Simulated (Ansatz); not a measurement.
**SrTiO3 (slab): density, localisation and related maps**

```yaml
crystal:
  lattice:
    - [5.50287, 0.00000, 0.00000]
    - [-2.75144, 4.76563, 0.00000]
    - [0.00000, 0.00000, 25.10943]
  atoms:
    - { symbol: Ti, position: [0.33333, 0.66667, 0.30163] }
    - { symbol: Sr, position: [0.66667, 0.33333, 0.34852] }
    - { symbol: O, position: [0.16456, 0.83544, 0.32856] }
    - { symbol: O, position: [0.16456, 0.32912, 0.32856] }
    - { symbol: O, position: [0.67088, 0.83544, 0.32856] }
    - { symbol: Ti, position: [0.00000, 0.00000, 0.38828] }
    - { symbol: Sr, position: [0.33333, 0.66667, 0.44129] }
    - { symbol: O, position: [0.83216, 0.16784, 0.42214] }
    - { symbol: O, position: [0.83216, 0.66432, 0.42214] }
    - { symbol: O, position: [0.33568, 0.16784, 0.42214] }
    - { symbol: Ti, position: [0.66667, 0.33333, 0.48320] }
    - { symbol: Sr, position: [0.00000, 0.00000, 0.53580] }
    - { symbol: O, position: [0.49841, 0.50159, 0.51610] }
    - { symbol: O, position: [0.49841, 0.99681, 0.51610] }
    - { symbol: O, position: [0.00319, 0.50159, 0.51610] }
    - { symbol: Ti, position: [0.33333, 0.66667, 0.57628] }
    - { symbol: Sr, position: [0.66667, 0.33333, 0.63210] }
    - { symbol: O, position: [0.16710, 0.83290, 0.61072] }
    - { symbol: O, position: [0.16710, 0.33420, 0.61072] }
    - { symbol: O, position: [0.66580, 0.83290, 0.61072] }
    - { symbol: Ti, position: [0.00000, 0.00000, 0.67210] }
    - { symbol: Sr, position: [0.33333, 0.66667, 0.71153] }
    - { symbol: O, position: [0.83309, 0.16691, 0.70408] }
    - { symbol: O, position: [0.83309, 0.66618, 0.70408] }
    - { symbol: O, position: [0.33382, 0.16691, 0.70408] }
```

Computed without spin polarisation.

Level of theory: DFT PBEsol, scalar-relativistic, plane waves, PAW (Ansatz).

In a PAW calculation such maps are meaningful between the atoms, not at the nuclei.

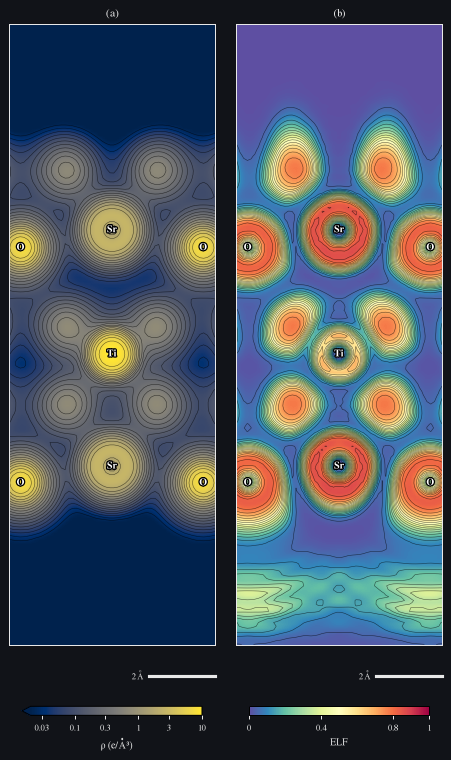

Figure 1. (a) valence pseudo-density; (b) ELF on the (010) plane of the calculation cell, a cut from vacuum to vacuum.

Interpret the plot.

- Atoms in the plane: Sr, O and Ti.
- Atoms just off the plane (O, 0.8 Å away) can leave unmarked features too.
- The density dies away to nearly zero in the vacuum.
- The features right at Sr and Ti lie inside the PAW spheres, where the map follows smoothed inner orbitals and isn't to be read closely.

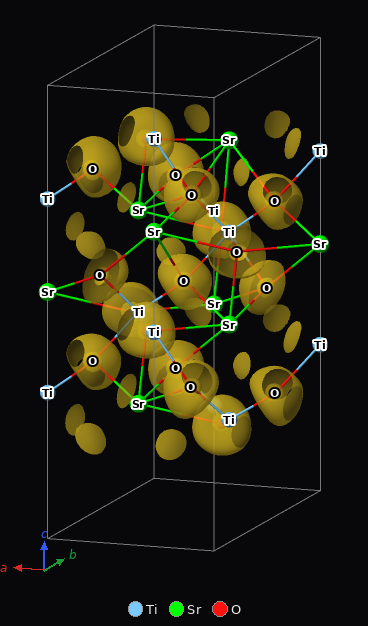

Figure 2. Isosurface of the electron localisation function at 0.65 (yellow), seen at an oblique angle. Core shells and regions of very low density are left out. Sticks mark near contacts.

Identify the bonds, lone pairs and shells in this picture.

The surface consists of 15 regions wrapped around O (the valence shell of each), counted in one cell of 25 atoms. Counts are for one cell; the picture repeats the cell along the surface. Along the contacts the grid gives the following. Ti–O (1.74 Å): the ELF peaks at about 0.80 in the valence shell of O, 0.5 Å from its nucleus, and is about 0.30 at the midpoint: no localised pair shows between them. Sr–O (2.40 Å): the ELF is about 0.10 at the midpoint (a closed-shell, largely ionic contact).
